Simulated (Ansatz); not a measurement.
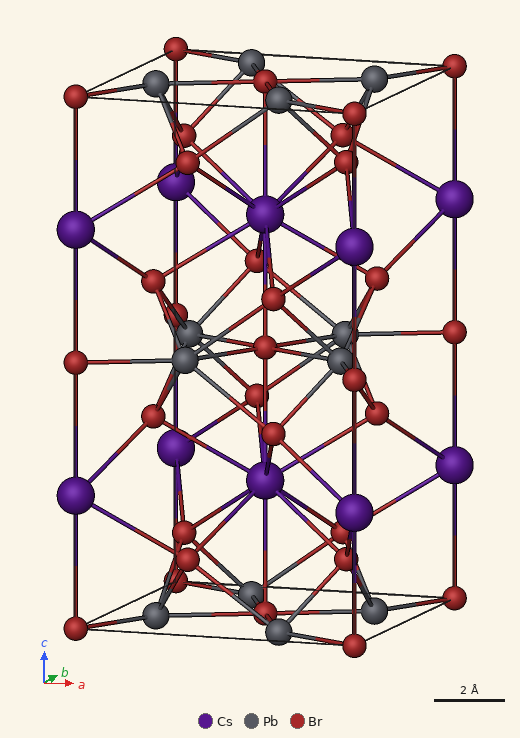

Crystal structure, ball-and-stick style, seen slightly off an axis. The box is the conventional unit cell; atoms on or close to its faces, edges and corners are drawn wherever they repeat.

CsPb2Br5, space group I4/mcm (No. 140), a = 8.528 Å, b = 8.528 Å, c = 15.548 Å, α = 90.00°, β = 90.00°, γ = 90.00°. The cell started as a structure listed in the Materials Project. Earlier steps of the study may have refined or changed the cell and positions. An electronic-structure calculation with Ansatz was run on it.

This one geometry was computed with Ansatz (DFT, plane waves, PAW) at five levels of theory: PBE, PBE0, PBE with spin-orbit coupling, r2SCAN and HSE06. It was relaxed beforehand with r2SCAN.

How does the band gap change with the level of theory?

PBE with spin-orbit coupling: a gap of 2.50 eV, indirect; PBE: a gap of 3.05 eV, indirect; r2SCAN: a gap of 3.45 eV, indirect; HSE06: a gap of 3.91 eV, indirect; PBE0: a gap of 4.59 eV, indirect.

Collect the results in a table.

| level | cutoff (eV) | k-mesh of the run's cell | gap (eV) | pressure (GPa) |
| --- | --- | --- | --- | --- |
| PBE | 420 | 4×4×4 | 3.05 | 0.8 |
| PBE0 | 420 | 4×4×4 | 4.59 | 0.1 |
| PBE with spin-orbit coupling | 420 | 4×4×4 | 2.50 | 0.8 |
| r2SCAN | 500 | 4×4×4 | 3.45 | 0.0 |
| HSE06 | 420 | 4×4×4 | 3.91 | 0.2 |

Gaps are taken on the k-mesh or band path of each run.
